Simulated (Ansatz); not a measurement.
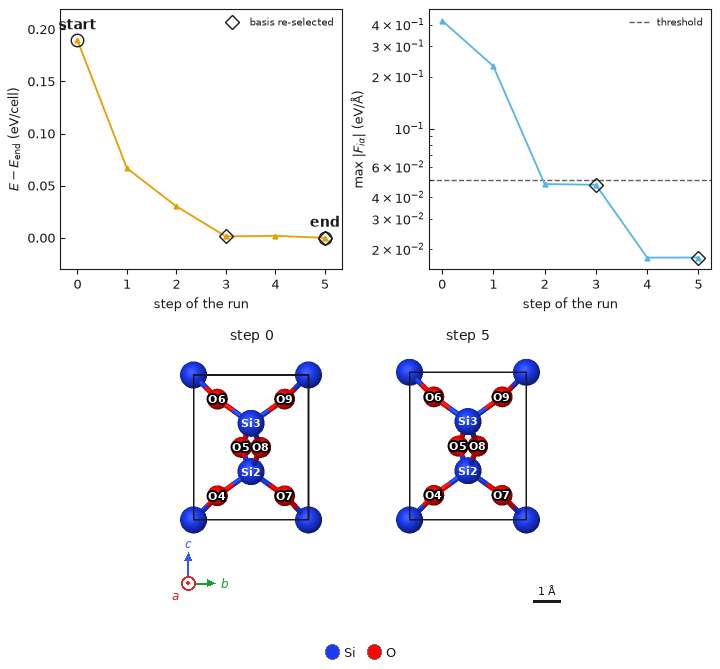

First and last geometry of a relaxation of a crystal of SiO$_{2}$ (set up in P6_222) (coarse preliminary run), with the history of the run. Style: ball-and-stick. Shown: the cell of the calculation, along the a axis.

Level of theory: DFT PBEsol, scalar-relativistic, plane waves, PAW in Ansatz 0.2.0.

Input
```yaml
crystal:
  lattice:
    - [4.997101929, 0.0, 0.0]
    - [-2.4985509645, 4.3276172158, 0.0]
    - [0.0, 0.0, 5.4574]
  atoms:
    - { symbol: Si, position: [0.5, 0.0, 0.0] }
    - { symbol: Si, position: [0.5, 0.5, 0.3333333333] }
    - { symbol: Si, position: [0.0, 0.5, 0.6666666667] }
    - { symbol: O, position: [0.4155, 0.20775, 0.1666666667] }
    - { symbol: O, position: [0.20775, 0.4155, 0.5] }
    - { symbol: O, position: [0.79225, 0.20775, 0.8333333333] }
    - { symbol: O, position: [0.5845, 0.79225, 0.1666666667] }
    - { symbol: O, position: [0.79225, 0.5845, 0.5] }
    - { symbol: O, position: [0.20775, 0.79225, 0.8333333333] }
basis:
  ecutwfc: 420
kpoints:
  mp_grid: { grid: [6, 6, 4] }
hamiltonian:
  xc: pbesol
scf:
  occupations: { method: gaussian, width: 0.1 }
output:
  forces: true
  stress: true
  eigenvalues: true
relax:
  adjacent_minimum: "off"
  f_tol: 0.05
  max_steps: 80
  cell: { stress_tol: 0.5 }
```

Launched with:
```bash
ansatz run input.yaml --threads 2 --pin off --max-ram 5120MiB --backend cpu --events-out ev --progress --plain --runs-dir out
```

Question: Did the run converge, and what did it change?

Answer: It converged. The atoms keep their places relative to the cell (all moves are under 0.005 Å). Cell: a = b 4.997 → 5.081 Å (+1.7 %), c 5.457 → 5.559 Å (+1.9 %). Volume +5.3 %. Among the contacts that change: Si1–O4 1.588 → 1.615 Å. The space group stays P6_222 (No. 180). The energy falls by 0.189 eV per cell of the calculation in 3 accepted moves (5 points after the start). Largest force component: 0.42 eV/Å at the start, 0.018 eV/Å at the end. The pressure goes from 10.19 to 0.06 GPa. At 2 points the geometry stayed and the basis and grid were re-selected for the new cell (energy shift of 28.9 meV per cell of the calculation at most each time). Cost: 29 s on 2 threads of Arm Neoverse V1, on a shared host, peak memory 0.38 GiB.
